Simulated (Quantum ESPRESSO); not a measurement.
# Fixed-spin-moment curve of CoO

How stiff is the total moment of CoO, and does E(M) have further minima?

Calculated with Quantum ESPRESSO 7.5; LDA with U = 3.5 eV on Co d (ortho-atomic projectors); plane waves with GBRV 1.5 LDA potentials, no spin-orbit coupling.

### 1. The structure

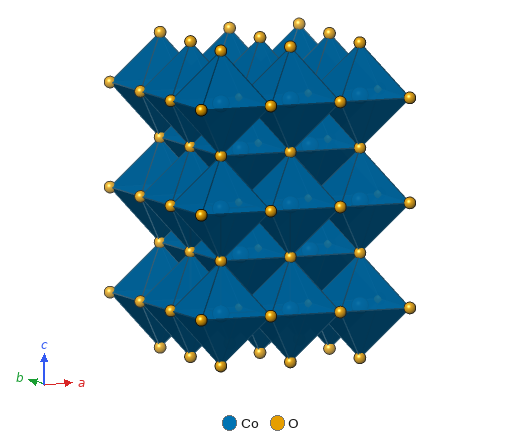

The starting structure, seen slightly off an axis (cobalt blue, oxygen orange). 2×2×2 cells are drawn. This picture shows the conventional cell, with its axes. Some periodic images of atoms are drawn too.

The cell comes from the Crystallography Open Database.

### 2. The free run

pw.in

```
&CONTROL
  calculation = 'scf'
  prefix = 'pwscf'
  outdir = './tmp'
  pseudo_dir = './pseudo'
  disk_io = 'nowf'
/
&SYSTEM
  ibrav = 0
  celldm(1) = 8
  nat = 2
  ntyp = 2
  ecutwfc = 40
  ecutrho = 280
  nbnd = 20
  occupations = 'smearing'
  smearing = 'fd'
  degauss = 0.00999582
  nspin = 2
  starting_magnetization(1) = 0.1765
  starting_magnetization(2) = 0
/
&ELECTRONS
  conv_thr = 4d-09
  electron_maxstep = 150
  mixing_beta = 0.3
/
ATOMIC_SPECIES
Co     58.9332 co_lda_v1.2.uspp.F.UPF
O      15.9990 o_lda_v1.2.uspp.F.UPF
CELL_PARAMETERS alat
  -0.3562133744920    0.3562133744920    0.4977650903806
   0.3562133744920   -0.3562133744920    0.4977650903806
   0.3562133744920    0.3562133744920   -0.4977650903806
ATOMIC_POSITIONS crystal
Co      0.0000000000    0.0000000000    0.0000000000
O       0.5000000000    0.5000000000    0.0000000000
K_POINTS automatic
10 10 10 0 0 0
HUBBARD {ortho-atomic}
U Co-3d 3.5000
```

The run is started by

```sh
$ OMP_NUM_THREADS=1 mpirun -n 2 pw.x -nk 2 -in pw.in > pw.out
```

Output:

```text
Program PWSCF v.7.5 starts

     Message from routine setup:
     using ibrav=0 with symmetry is DISCOURAGED, use correct ibrav instead

     K-points division:     npool     =       2
     Subspace diagonalization in iterative solution of the eigenvalue problem:

     G-vector sticks info
     --------------------
     sticks:   dense  smooth     PW     G-vecs:    dense   smooth      PW
     Sum         713     413    169                10193     4429    1163

     Using Slab Decomposition

     bravais-lattice index     =            0
     lattice parameter (alat)  =       8.0000  a.u.
     unit-cell volume          =     129.3525 (a.u.)^3
     number of atoms/cell      =            2
     number of atomic types    =            2
     number of electrons       =        23.00
     number of Kohn-Sham states=           20
     kinetic-energy cutoff     =      40.0000  Ry
     charge density cutoff     =     280.0000  Ry
     scf convergence threshold =      4.0E-09
     mixing beta               =       0.3000
     number of iterations used =            8  plain     mixing
     Exchange-correlation= SLA  PZ   NOGX NOGC
                           (   1   1   0   0   0   0   0)
     Hubbard projectors: ortho-atomic
     Hubbard parameters of DFT+U (Dudarev formulation) in eV:
     U(Co-3d) =  3.5000

     Internal variables: lda_plus_u =T, lda_plus_u_kind = 0

     Internal variables: orbital_resolved =F, hub_pot_fix =F, apply_U = F

     celldm(1)=   8.000000  celldm(2)=   0.000000  celldm(3)=   0.000000
     celldm(4)=   0.000000  celldm(5)=   0.000000  celldm(6)=   0.000000

     crystal axes: (cart. coord. in units of alat)
               a(1) = (  -0.356213   0.356213   0.497765 )
               a(2) = (   0.356213  -0.356213   0.497765 )
               a(3) = (   0.356213   0.356213  -0.497765 )

     reciprocal axes: (cart. coord. in units 2 pi/alat)
               b(1) = ( -0.000000  1.403653  1.004490 )
               b(2) = (  1.403653 -0.000000  1.004490 )
               b(3) = (  1.403653  1.403653  0.000000 )

     PseudoPot. # 1 for Co read from file:
     co_lda_v1.2.uspp.F.UPF
     Pseudo is Ultrasoft + core correction, Zval = 17.0
     Generated by new atomic code, or converted to UPF format
     Using radial grid of  863 points,  6 beta functions with:
                l(1) =   0
                l(2) =   0
                l(3) =   1
                l(4) =   1
                l(5) =   2
                l(6) =   2
     Q(r) pseudized with  8 coefficients,  rinner =    1.200   1.200   1.200
                                                       1.200   1.200

     PseudoPot. # 2 for O  read from file:
     o_lda_v1.2.uspp.F.UPF
     Pseudo is Ultrasoft + core correction, Zval =  6.0
     Generated by new atomic code, or converted to UPF format
     Using radial grid of  737 points,  5 beta functions with:
                l(1) =   0
                l(2) =   0
                l(3) =   1
                l(4) =   1
                l(5) =   2
     Q(r) pseudized with  8 coefficients,  rinner =    0.900   0.900   0.900
                                                       0.900   0.900

     atomic species   valence    mass     pseudopotential
     Co               17.00    58.93320     Co( 1.00)
     O                 6.00    15.99900     O ( 1.00)

     Starting magnetic structure
     atomic species   magnetization
     Co              0.176
     O               0.000

     16 Sym. Ops., with inversion, found

   Cartesian axes

     site n.     atom                  positions (alat units)
         1        Co     tau(   1) = (   0.0000000   0.0000000   0.0000000  )
         2        O      tau(   2) = (   0.0000000   0.0000000   0.4977651  )

     number of k points=   102  Fermi-Dirac smearing, width (Ry)=  0.0100

     Number of k-points >= 100: set verbosity='high' to print them.

     Dense  grid:    10193 G-vectors     FFT dimensions: (  32,  32,  32)

     Smooth grid:     4429 G-vectors     FFT dimensions: (  24,  24,  24)

     Check: negative core charge=   -0.000039
     Generating pointlists ...
     new r_m :   0.2053 (alat units)  1.6426 (a.u.) for type    1
     new r_m :   0.2053 (alat units)  1.6426 (a.u.) for type    2

     Initial potential from superposition of free atoms

     starting charge      22.0000, renormalised to      23.0000

     STARTING HUBBARD OCCUPATIONS:

     =================== HUBBARD OCCUPATIONS ===================
     ------------------------ ATOM    1 ------------------------
     Tr[ns(  1)] (up, down, total) =   5.00000  2.00000  7.00000
     Atomic magnetic moment for atom   1 =   3.00000
     [... lines left out ...]
     Number of occupied Hubbard levels =    7.0000

     Atomic wfc used for Hubbard projectors are orthogonalized

     Starting wfcs are   17 randomized atomic wfcs +    3 random wfcs

     Self-consistent Calculation

     iteration #  1     ecut=    40.00 Ry     beta= 0.30
     Davidson diagonalization with overlap
     ethr =  1.00E-02,  avg # of iterations =  5.1

     =================== HUBBARD OCCUPATIONS ===================
     ------------------------ ATOM    1 ------------------------
     Tr[ns(  1)] (up, down, total) =   4.63090  0.94877  5.57967
     Atomic magnetic moment for atom   1 =   3.68213
     [... lines left out ...]
     Number of occupied Hubbard levels =    5.5797

     total energy              =    -328.62037224 Ry
     estimated scf accuracy    <       6.04777300 Ry

     total magnetization       =     3.63 Bohr mag/cell
     absolute magnetization    =     3.72 Bohr mag/cell

     iteration #  2     ecut=    40.00 Ry     beta= 0.30
     Davidson diagonalization with overlap
     ethr =  1.00E-02,  avg # of iterations =  2.0

     total energy              =    -329.58514361 Ry
     estimated scf accuracy    <       5.22708485 Ry

     total magnetization       =     0.99 Bohr mag/cell
     absolute magnetization    =     1.01 Bohr mag/cell

     iteration #  3     ecut=    40.00 Ry     beta= 0.30
     Davidson diagonalization with overlap
     ethr =  1.00E-02,  avg # of iterations =  1.1

     total energy              =    -330.39740188 Ry
     estimated scf accuracy    <       0.20131820 Ry

     total magnetization       =     3.01 Bohr mag/cell
     absolute magnetization    =     3.03 Bohr mag/cell

     [... further iterations left out ...]

     iteration # 12     ecut=    40.00 Ry     beta= 0.30
     Davidson diagonalization with overlap
     ethr =  1.10E-07,  avg # of iterations =  1.0

     total energy              =    -330.42465107 Ry
     estimated scf accuracy    <       0.00001262 Ry

     total magnetization       =     2.92 Bohr mag/cell
     absolute magnetization    =     2.93 Bohr mag/cell

     iteration # 13     ecut=    40.00 Ry     beta= 0.30
     Davidson diagonalization with overlap
     ethr =  5.49E-08,  avg # of iterations =  1.0

     total energy              =    -330.42465456 Ry
     estimated scf accuracy    <       0.00000131 Ry

     total magnetization       =     2.92 Bohr mag/cell
     absolute magnetization    =     2.93 Bohr mag/cell

     iteration # 14     ecut=    40.00 Ry     beta= 0.30
     Davidson diagonalization with overlap
     ethr =  5.68E-09,  avg # of iterations =  1.4

     total energy              =    -330.42465514 Ry
     estimated scf accuracy    <       0.00000045 Ry

     total magnetization       =     2.92 Bohr mag/cell
     absolute magnetization    =     2.94 Bohr mag/cell

     iteration # 15     ecut=    40.00 Ry     beta= 0.30
     Davidson diagonalization with overlap
     ethr =  1.94E-09,  avg # of iterations =  1.0

     Magnetic moment per site  (integrated on atomic sphere of radius R)
     atom   1 (R=0.205)  charge= 14.5589  magn=  2.5344
     atom   2 (R=0.205)  charge=  5.6998  magn=  0.2660

     End of self-consistent calculation

     =================== HUBBARD OCCUPATIONS ===================
     ------------------------ ATOM    1 ------------------------
     Tr[ns(  1)] (up, down, total) =   4.95929  2.35692  7.31621
     Atomic magnetic moment for atom   1 =   2.60237
     [... lines left out ...]
     Number of occupied Hubbard levels =    7.3162

     Number of k-points >= 100: set verbosity='high' to print the bands.

     the Fermi energy is    13.0338 ev

!    total energy              =    -330.42465540 Ry
     estimated scf accuracy    <          2.9E-09 Ry
     smearing contrib. (-TS)   =      -0.01306985 Ry
     internal energy E=F+TS    =    -330.41158555 Ry

     The total energy is F=E-TS. E is the sum of the following terms:
     one-electron contribution =    -181.91130598 Ry
     hartree contribution      =     104.10691609 Ry
     xc contribution           =     -39.43308670 Ry
     ewald contribution        =    -213.29243594 Ry
     Hubbard energy            =       0.11832698 Ry

     total magnetization       =     2.92 Bohr mag/cell
     absolute magnetization    =     2.94 Bohr mag/cell

     convergence has been achieved in  15 iterations

=------------------------------------------------------------------------------=
   JOB DONE.
=------------------------------------------------------------------------------=
```

The job ended after 28 s (2 MPI ranks of Arm Neoverse V1, shared host; peak memory 0.18 GiB).

Spin moment in the atom's sphere by atom:

| atom | spin moment in the atom's sphere (μB) |
| --- | --- |
| Co1 | 2.53 |
| O2 | 0.27 |

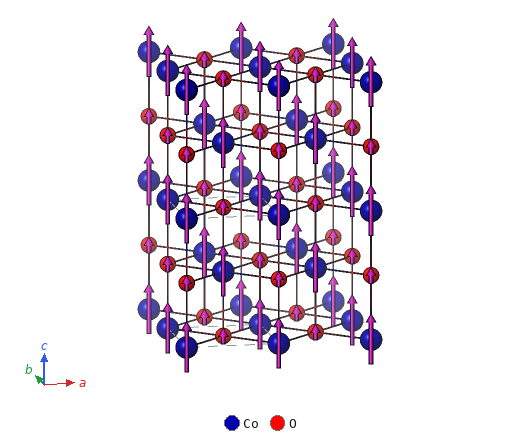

Spin moment in the atom's sphere as arrows, the longest 2.53 μB. Up and down stand for the sign. Arrows give size and sign along the axis of quantisation, drawn up and down the page. Each arrow also spans its atom, so small moments look longer than they are. 2×2×2 conventional cells are drawn. Some periodic images of atoms are drawn too.

Read from the output:

- smearing term TS: 0.1778 eV
- magnetization: 2.919 μB
- absolute magnetization: 2.936 μB
- final state: ferromagnetic

### 3. Moment fixed at 0 μB

The two spin channels are filled to separate Fermi energies, so that the total moment meets the target. Half of the up one less the down one is the slope dE/dM.

pw.in: that of step 2 with these lines changed.

```diff
@@ -19,4 +19,5 @@
   nspin = 2
-  starting_magnetization(1) = 0.1765
+  starting_magnetization(1) = 0.0088
   starting_magnetization(2) = 0
+  tot_magnetization = 0
 /
```

Output:

```text
     [... lines left out ...]
Program PWSCF v.7.5 starts
     [... lines left out ...]
     number of atoms/cell      =            2
     [... lines left out ...]
     number of electrons       =        23.00 (up:  11.50, down:  11.50)
     number of Kohn-Sham states=           20
     kinetic-energy cutoff     =      40.0000  Ry
     charge density cutoff     =     280.0000  Ry
     scf convergence threshold =      4.0E-09
     [... lines left out ...]
     16 Sym. Ops., with inversion, found
     [... lines left out ...]
     number of k points=   102  Fermi-Dirac smearing, width (Ry)=  0.0100
     [... lines left out ...]
     iteration # 15     ecut=    40.00 Ry     beta= 0.30
     [... lines left out ...]
     Magnetic moment per site  (integrated on atomic sphere of radius R)
     atom   1 (R=0.205)  charge= 14.6443  magn=  0.0000
     atom   2 (R=0.205)  charge=  5.6286  magn=  0.0000
     [... lines left out ...]
     Tr[ns(  1)] (up, down, total) =   3.77610  3.77610  7.55220
     [... lines left out ...]
     the spin up/dw Fermi energies are    13.4205   13.4205 ev
!    total energy              =    -330.37971980 Ry
     estimated scf accuracy    <          3.6E-09 Ry
     smearing contrib. (-TS)   =      -0.00933023 Ry
     [... lines left out ...]
     total magnetization       =    -0.00 Bohr mag/cell
     absolute magnetization    =     0.00 Bohr mag/cell
     convergence has been achieved in  15 iterations
```

Elapsed: 29 s, on 2 MPI ranks; peak memory 0.18 GiB.

Numbers from this step:

```
magnetization                                 : 0 μB
absolute magnetization                        : 0 μB
half the difference of the two Fermi energies : 0 meV
largest moment                                : 0 μB
```

### 4. Moment fixed at 0.394 μB

pw.in: that of step 3 with these lines changed.

```diff
@@ -19,5 +19,5 @@
   nspin = 2
-  starting_magnetization(1) = 0.0088
+  starting_magnetization(1) = 0.0232
   starting_magnetization(2) = 0
-  tot_magnetization = 0
+  tot_magnetization = 0.394
 /
```

Output:

```text
     [... lines left out ...]
Program PWSCF v.7.5 starts
     [... lines left out ...]
     number of atoms/cell      =            2
     [... lines left out ...]
     number of electrons       =        23.00 (up:  11.70, down:  11.30)
     number of Kohn-Sham states=           20
     kinetic-energy cutoff     =      40.0000  Ry
     charge density cutoff     =     280.0000  Ry
     scf convergence threshold =      4.0E-09
     [... lines left out ...]
     16 Sym. Ops., with inversion, found
     [... lines left out ...]
     number of k points=   102  Fermi-Dirac smearing, width (Ry)=  0.0100
     [... lines left out ...]
     iteration # 14     ecut=    40.00 Ry     beta= 0.30
     [... lines left out ...]
     Magnetic moment per site  (integrated on atomic sphere of radius R)
     atom   1 (R=0.205)  charge= 14.6451  magn=  0.4438
     atom   2 (R=0.205)  charge=  5.6285  magn= -0.0753
     [... lines left out ...]
     Tr[ns(  1)] (up, down, total) =   4.01103  3.53938  7.55040
     [... lines left out ...]
     the spin up/dw Fermi energies are    13.0107   13.8780 ev
!    total energy              =    -330.38611479 Ry
     estimated scf accuracy    <          8.4E-10 Ry
     smearing contrib. (-TS)   =      -0.00840603 Ry
     [... lines left out ...]
     total magnetization       =     0.39 Bohr mag/cell
     absolute magnetization    =     0.55 Bohr mag/cell
     convergence has been achieved in  14 iterations
```

Elapsed: 27 s, on 2 MPI ranks; peak memory 0.18 GiB; 54 s of CPU time.

Spin moment in the atom's sphere by atom:

| atom | spin moment in the atom's sphere (μB) |
| --- | --- |
| Co1 | 0.444 |
| O2 | -0.075 |

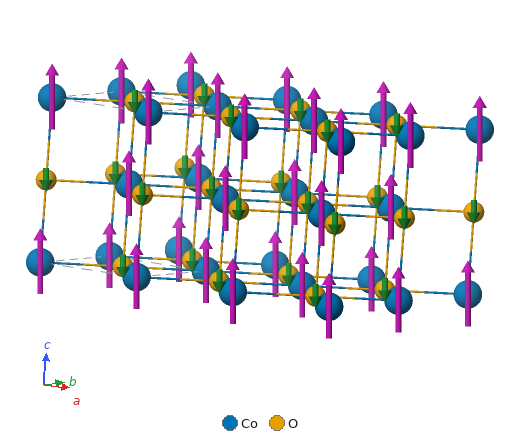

Spin moment in the atom's sphere as arrows, the longest 0.444 μB. Up and down stand for the sign. Arrows give size and sign along the axis of quantisation, drawn up and down the page. Each arrow also spans its atom, so small moments look longer than they are. The two directions have two colours. 3×2×1 conventional cells are drawn. Some periodic images of atoms are drawn too.

This step gave:

```
magnetization                                 : 0.394 μB
absolute magnetization                        : 0.554 μB
half the difference of the two Fermi energies : -433.7 meV
```

### 5. Moment fixed at 0.788 μB

pw.in: that of step 4 with these lines changed.

```diff
@@ -14,3 +14,3 @@
   ecutrho = 280
-  nbnd = 20
+  nbnd = 21
   occupations = 'smearing'
@@ -19,5 +19,5 @@
   nspin = 2
-  starting_magnetization(1) = 0.0232
+  starting_magnetization(1) = 0.0464
   starting_magnetization(2) = 0
-  tot_magnetization = 0.394
+  tot_magnetization = 0.788
 /
```

Output:

```text
     [... lines left out ...]
Program PWSCF v.7.5 starts
     [... lines left out ...]
     number of atoms/cell      =            2
     [... lines left out ...]
     number of electrons       =        23.00 (up:  11.89, down:  11.11)
     number of Kohn-Sham states=           21
     kinetic-energy cutoff     =      40.0000  Ry
     charge density cutoff     =     280.0000  Ry
     scf convergence threshold =      4.0E-09
     [... lines left out ...]
     16 Sym. Ops., with inversion, found
     [... lines left out ...]
     number of k points=   102  Fermi-Dirac smearing, width (Ry)=  0.0100
     [... lines left out ...]
     iteration # 19     ecut=    40.00 Ry     beta= 0.30
     [... lines left out ...]
     Magnetic moment per site  (integrated on atomic sphere of radius R)
     atom   1 (R=0.205)  charge= 14.6449  magn=  0.8674
     atom   2 (R=0.205)  charge=  5.6302  magn= -0.1315
     [... lines left out ...]
     Tr[ns(  1)] (up, down, total) =   4.23046  3.30955  7.54001
     [... lines left out ...]
     the spin up/dw Fermi energies are    12.7244   14.2110 ev
!    total energy              =    -330.40380527 Ry
     estimated scf accuracy    <          2.1E-09 Ry
     smearing contrib. (-TS)   =      -0.00588582 Ry
     [... lines left out ...]
     total magnetization       =     0.79 Bohr mag/cell
     absolute magnetization    =     1.07 Bohr mag/cell
     convergence has been achieved in  19 iterations
```

The job ended after 39 s (2 MPI ranks; peak memory 0.18 GiB; 78 s of CPU time).

Numbers from this step:

```
magnetization                                 : 0.788 μB
absolute magnetization                        : 1.067 μB
half the difference of the two Fermi energies : -743.3 meV
largest moment                                : 0.8674 μB
```

### 6. All moments

The runs not shown differ in the target, the start and the number of states alone. The point at 2.92 μB is the free run, entered with slope zero.

Energy over the lowest against total spin moment:

| total spin moment (μB a cell) | energy over the lowest (meV a cell) |
| --- | --- |
| 0.00 | 611 |
| 0.39 | 524 |
| 0.79 | 284 |
| 1.18 | 120 |
| 1.58 | 124 |
| 1.97 | 92.9 |
| 2.36 | 47.4 |
| 2.76 | 7.21 |
| 2.92 | 0 |
| 3.15 | 260 |
| 3.55 | 1298 |
| 3.94 | 2546 |

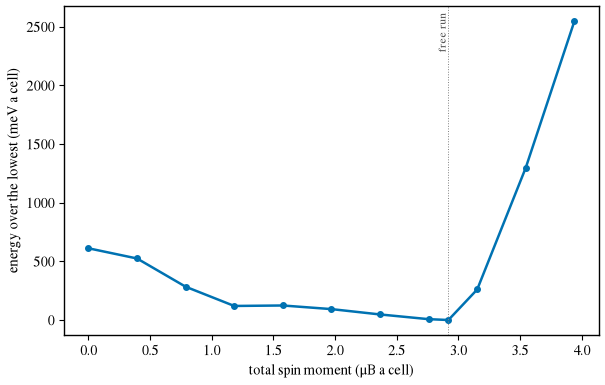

Energy over the lowest against total spin moment.

Table of dE/dM by total spin moment:

| total spin moment (μB a cell) | dE/dM (meV/μB) |
| --- | --- |
| 0.00 | -0.0150 |
| 0.39 | -434 |
| 0.79 | -743 |
| 1.18 | 45.5 |
| 1.58 | -35.8 |
| 1.97 | -110 |
| 2.36 | -115 |
| 2.76 | -74.9 |
| 2.92 | 0 |
| 3.15 | 2173 |
| 3.55 | 2953 |
| 3.94 | 3365 |

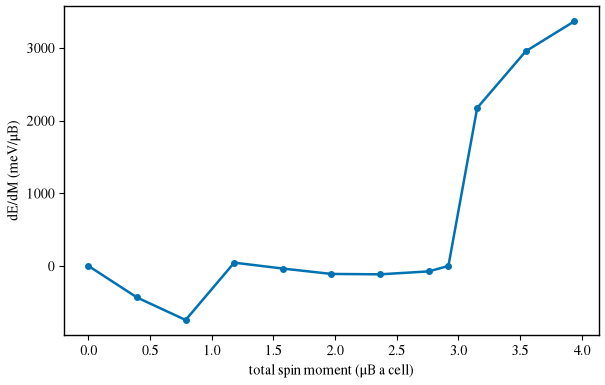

dE/dM, plotted against total spin moment.

Table of largest site moment by total spin moment:

| total spin moment (μB a cell) | largest site moment (μB) |
| --- | --- |
| 0.00 | 1.6e-5 |
| 0.39 | 0.444 |
| 0.79 | 0.867 |
| 1.18 | 1.25 |
| 1.58 | 1.59 |
| 1.97 | 1.90 |
| 2.36 | 2.19 |
| 2.76 | 2.44 |
| 2.92 | 2.53 |
| 3.15 | 2.64 |
| 3.55 | 2.78 |
| 3.94 | 2.94 |

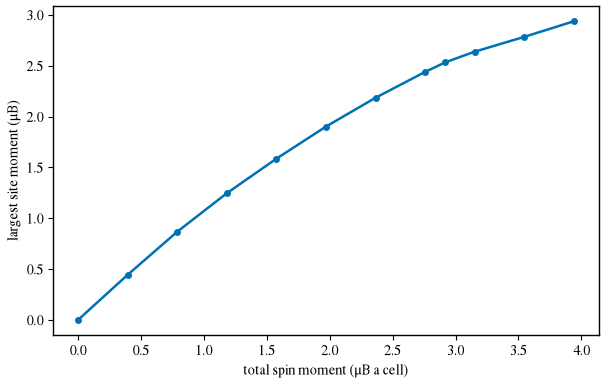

Largest site moment, plotted against total spin moment.

### 7. Results

```json
{
  "moment of the free run": "2.92 μB a cell",
  "energy at zero total moment": "611 meV a cell over the lowest",
  "ΔE/ΔM² from the lowest point to 3.15 and to 2.76 μB": "4773 and 280 meV/μB²"
}
```

**Reading.** At zero total moment the site moments vanish, so the 611 meV a cell is the energy of forming them, the change of the Hubbard energy included. The curve has 2 minima, at 1.2 and 2.9 μB, 120 meV a cell apart; under a U the points can lie on different orbital solutions. The cell holds one seeded atom, so opposed orders, which may lie lower, cannot form in it. Energies are free energies at an electronic temperature of 1580 K, which lowers moments and differences where the moments are itinerant. The smearing term is large for its width, so states at the Fermi level are partly filled: at this level the cell is a metal or has a gap of a few widths at most. Degenerate orbitals of a corrected shell are partly filled. Whether a state of lower symmetry lies under this one was not tested; under a U it often does.

[Logs and program files are shortened in this print: banners, set-up blocks, solver, clock and traceback lines can be left out without a mark of their own.]

[Logs are printed without paths, hosts, clocks, repeated set-up lines and the standing remarks that a program may print on its own settings, such as how far it seeks lower states.]

[Hosts, paths, dates, database ids (printed as entryN), source tags and the programs' standing remarks are cut or masked in the printed files.]

[Where a cell is said to come from a database of computed structures, the database is the Materials Project.]
